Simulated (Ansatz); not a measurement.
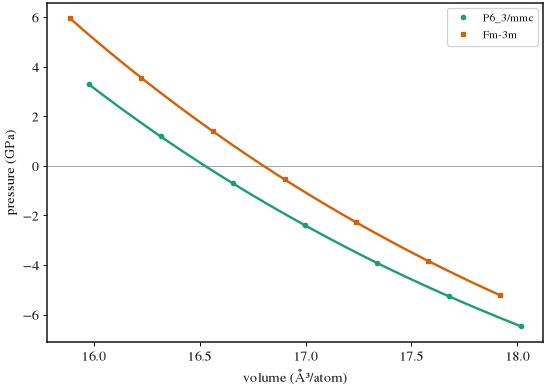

Caption: Pressure against volume, with one curve for each structure, for SrO.

Settings that differ: P6_3/mmc: k mesh 9×9×5; Fm-3m: k mesh 9×9×9.

The fitted equilibrium volumes, smallest first, are P6_3/mmc 16.525, Fm-3m 16.802 Å³/atom. The fitted bulk moduli, smallest first, are P6_3/mmc 90.6, Fm-3m 93.9 GPa. For P6_3/mmc, the pressure falls from 3.30 GPa at volume 15.98 Å³/atom to −6.47 GPa at 18.02 Å³/atom, and changes sign near 16.53 Å³/atom. For Fm-3m, the pressure falls from 5.96 GPa at volume 15.89 Å³/atom to −5.21 GPa at 17.92 Å³/atom, and changes sign near 16.81 Å³/atom.

Computed with Ansatz 0.2.0: all-electron LAPW DFT, no spin polarisation; energies at scaled volumes of the given cell, shape and fractions fixed, counted from the fit's minimum, third-order Birch-Murnaghan fit. Level: PBEsol.

- occupations: Fermi–Dirac
- smearing width: 0.05 eV
- potentials: all electron LAPW, scalar relativistic

Note: shape and atomic fractions are frozen while scaling, which makes layered, chain and framework solids too stiff.
